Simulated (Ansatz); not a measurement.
## Energy of Ti along a strain of the cell

System: Ti (Fmmm, 1 atom in the cell).
Method: DFT r2SCAN, scalar-relativistic, plane waves, PAW, no spin polarisation (Ansatz 0.2.0).

The 8 runs differ only in the geometry, by a strain of the cell at fixed fractional positions. Against run 4, the strain is εxx = −0.99 η and εyy = η. The structure derives from an entry of the Crystallography Open Database.

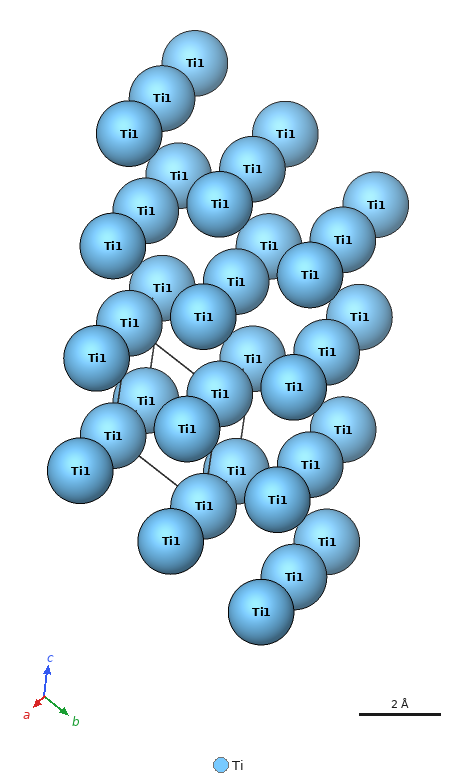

Figure 1. The structure of run 4 (spheres-only view of the reduced cell, repeated 2 × 2 × 3, seen slightly off an axis; atoms are numbered from 1 in the order of the input). An atom can appear more than once, as a periodic image.

### Input of run 4
```yaml
crystal:
  lattice:
    - [0.0, 2.014775, 2.03]
    - [2.045225, 0.0, 2.03]
    - [2.045225, 2.014775, 0.0]
  atoms:
    - { symbol: Ti, position: [0.0, 0.0, 0.0] }
basis:
  ecutwfc: 500
kpoints:
  mp_grid: { grid: [20, 20, 20] }
hamiltonian:
  xc: r2scan
scf:
  occupations: { method: gaussian, width: 0.15 }
output:
  forces: true
  stress: true
  eigenvalues: true
```

Command:
```bash
ansatz run input.yaml --threads 1 --pin off --max-ram 2560MiB --backend cpu --events-out ev --progress --plain --runs-dir out
```

Run 5 differs from it as follows:
```diff
-    - [0.0, 2.014775, 2.03]
-    - [2.045225, 0.0, 2.03]
-    - [2.045225, 2.014775, 0.0]
+    - [0.0, 2.01985, 2.03]
+    - [2.04015, 0.0, 2.03]
+    - [2.04015, 2.01985, 0.0]
```

### Results, with one run withheld

```tsv
run	strain parameter η (%)	free energy per atom, from the lowest run given (meV)	pressure (GPa)
1	−1.0076	1.19	4.44
2	−0.7557	0.87	4.43
3	−0.5038	0.60	4.43
4	0.0000	0.20	4.42
5	0.2519	?	?
6	0.5038	0.00	4.41
7	1.7632	0.38	4.42
8	2.7708	1.55	4.44
```

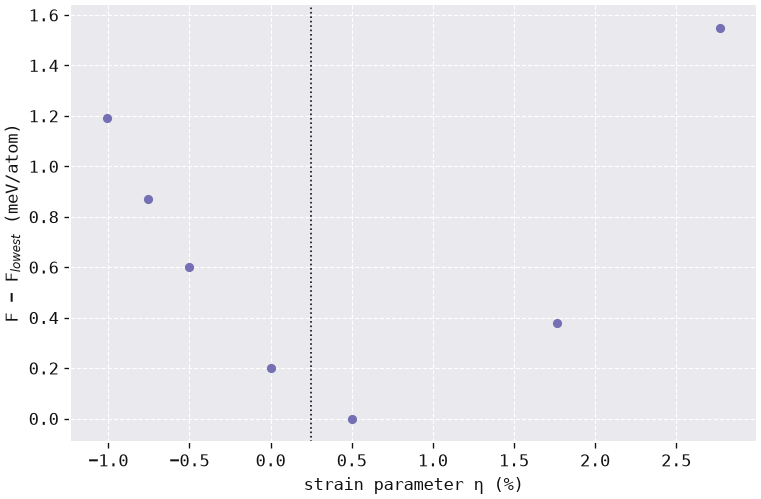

Figure 2. Free energy per atom of the runs given; the dotted line marks run 5.

Fit the runs given and predict run 5.

A cubic polynomial in the coordinate, fitted to the 7 runs given, misses them by under 0.01 meV per atom. With x = η − 0.3958, it reads F = 0.029446 − 0.27597 x + 0.39099 x² − 0.0021496 x³ (meV per atom). At run 5 it gives 0.08 meV per atom, and the run itself gives 0.08. The fit has its minimum at η = 0.7497 %.

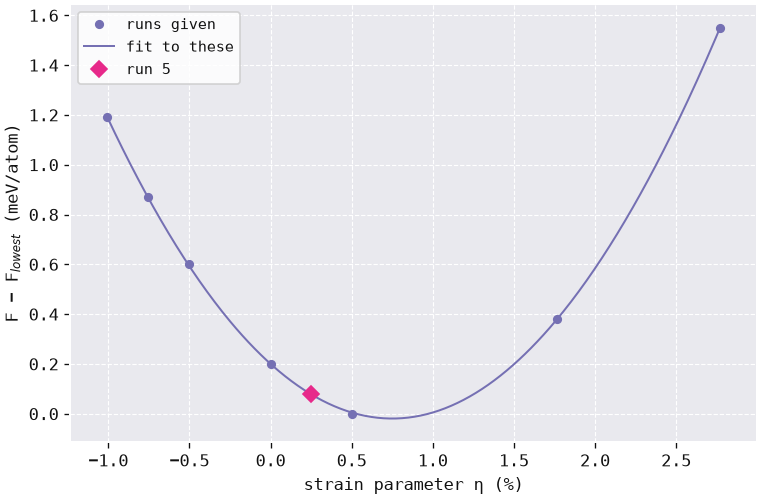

Figure 3. The fit and the withheld run.

### Output, shortened to warnings, some set-up lines, iterations and results (run 5)
```
Basis set: ecut = 500 eV, 411 PW (Γ), exchange–correlation on 96×96×96 points (64 copies of the dense FFT grid, shifted against one another)
Symmetry: 8 space group operations
k-points: 1166 of 8000
Initial density: superposition of atomic densities (neutral atoms: chi_scale 0, normalization atom), corrected by the library's trained network
[...]
SCF iter   1: F=—  HF=-2504.275328 eV  |F-HF|=—  |Δ(HF+E_count)|=         —  Δρ=1.50e-2  dr2=3.38e-2  dr2_τ=9.06e-3  ethr=1.77e-3  ⟨swp⟩=4.5  Hψ=62298  notcnv=0
SCF iter   2: F=—  HF=-2504.298651 eV  |F-HF|=—  |Δ(HF+E_count)|=   2.33e-2  Δρ=4.60e-3  dr2=2.19e-3  dr2_τ=7.50e-4  ethr=2.82e-4  ⟨swp⟩=2.8  Hψ=31628  notcnv=0  defer=12
SCF iter   3: F=—  HF=-2504.298385 eV  |F-HF|=—  |Δ(HF+E_count)|=   2.66e-4  Δρ=1.74e-3  dr2=1.62e-4  dr2_τ=6.84e-5  ethr=1.82e-5  ⟨swp⟩=2.9  Hψ=19167  notcnv=0  defer=12
SCF iter   4: F=—  HF=-2504.298824 eV  |F-HF|=—  |Δ(HF+E_count)|=   4.40e-4  Δρ=1.32e-4  dr2=1.20e-6  dr2_τ=3.99e-7  ethr=1.35e-6  ⟨swp⟩=2.0  Hψ=18710  notcnv=0  defer=12
SCF iter   5: F=—  HF=-2504.298830 eV  |F-HF|=—  |Δ(HF+E_count)|=   5.46e-6  Δρ=3.01e-5  dr2=8.06e-8  dr2_τ=8.35e-9  ethr=9.97e-9  ⟨swp⟩=2.1  Hψ=17705  notcnv=0  defer=12
SCF iter   6: F=-2504.298830 eV  HF=-2504.298830 eV  |F-HF|=1.08e-8  |Δ(HF+E_count)|=   1.18e-7  Δρ=8.00e-6  dr2=6.83e-9  dr2_τ=7.91e-10  ethr=6.72e-10  ⟨swp⟩=2.0  Hψ=42296  …
SCF 1 converged in 6 iterations: F = -2504.298830 eV  dr2 = 6.83e-9
SCF converged after 6 iterations
Free energy (F): -2504.298830 eV
Harris-Foulkes:  -2504.298830 eV  (|F-HF|=1.08e-8)
Internal energy: -2504.281802 eV  (E = F + TS)
E sigma→0 (E₀):  -2504.290316 eV
Entropy (-TS):   -0.017028 eV (-17.028 meV/atom)
Fermi energy:    13.852296 eV
--- Per-component energies (eV) ---
  E_band       = -162.769052
  E_kinetic    = 273.525153
  E_local      = -788.976285  (includes V_loc(G=0)·N_el)
  E_nonlocal   = 7.436380
  E_hartree    = 324.812947
  E_xc         = -93.106814
  E_vxc        = -133.152138  (∫ρ·V_xc dr)
  E_paw        = -1056.906484  (= ΣΔE_a)
  E_vpaw       = -180.408488  (= ΣTr[D̂ρ^β])
  E_aug_tail   = 0.000082  (compensation charges beyond the density's cutoff)
  E_vtau       = 9.182952  (kinetic-family band-sum trace: ∫τ·v_τ [+ j·A + Jᵃ·Aᵃ] dr)
  E_ewald      = -1170.813323
  E_core_change = -0.253457  (= ΣΔE_core)
  E_smearing   = -0.017028  (= −TS)
  E_closure    = 0.000000  (closes the sum)
  Σ components = -2504.298830   (vs F -2504.298830, Δ=0.00e0)
--- Forces (eV/Å), atoms counted from 1 ---
  atom   1  Ti     0.00000000     0.00000000     0.00000000
  max |Σ_I F_I| component: 0.00e0 eV/Å
--- Stress (GPa, compression-positive) ---
        4.245852       0.000000       0.000000
        0.000000       4.588982       0.000000
        0.000000       0.000000       4.413615
  P = ⅓ Tr σ = 4.4161 GPa (44.161 kbar)
```
